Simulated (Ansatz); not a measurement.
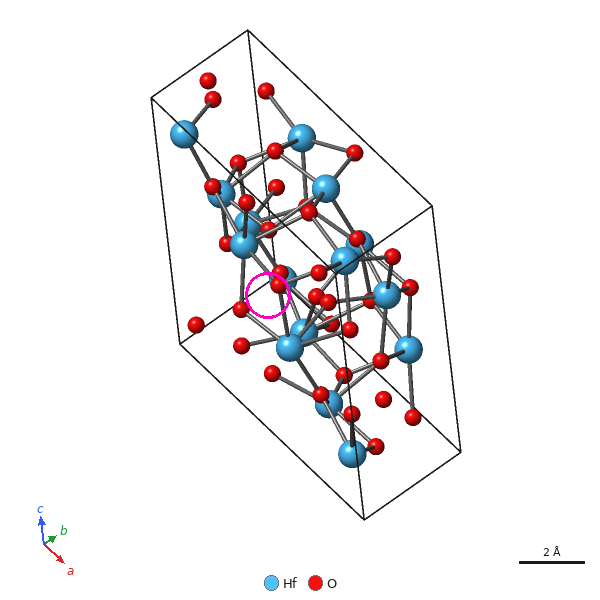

Ball-and-stick representation of a periodic structure, projected slightly off an axis. Thin lines show the supercell, with boundary atoms drawn in all their periodic places. The host is HfO2, in a cell of 48 sites, and the cell is neutral. A ring marks the defect's site.

> What imperfection does the supercell contain?

A hafnium vacancy. Around the empty site lie six O at about 2.2 to 2.5 Å.

Computational set-up: DFT PBE, scalar-relativistic, plane waves, PAW (Ansatz), wavefunction cutoff 420 eV, k-points on a 2×2×2 grid, Gaussian smearing of 0.01 eV, collinear spins.

> Does the calculation give a net moment?

Yes, 4.0 μB in the cell.

The atoms were relaxed in the host's cell with Ansatz, DFT PBE, scalar-relativistic, plane waves, PAW.
